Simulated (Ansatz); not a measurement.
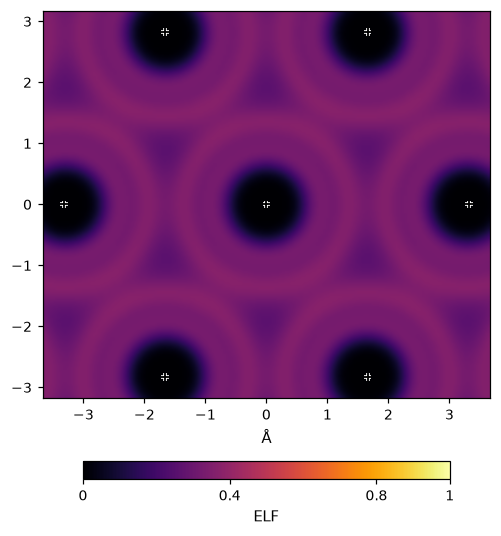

The ELF on a plane through atoms (crosses mark nuclei in the plane).

Theory: Kohn-Sham DFT of a periodic cell, r2SCAN, Ansatz PAW in Ansatz.

Candidates:
A. CuO, a = 4.12 Å, b = 4.12 Å, c = 3.85 Å, α = 90.00°, β = 90.00°, γ = 90.00°. Space group P4/mmm; a structure from a database of computed crystals, not necessarily the ambient phase.
B. Sn, a = 3.32 Å, b = 3.32 Å, c = 4.58 Å, α = 90.00°, β = 90.00°, γ = 90.00°. Space group I4/mmm; a structure from a database of computed crystals, not necessarily the ambient phase; computed pressure about 5 GPa in this cell.

**Which candidate gave the map?**

Candidate B: Sn on the (101) plane of the conventional cell, which holds Sn. Sn–Sn (3.28 Å): the ELF is about 0.35 at the midpoint.
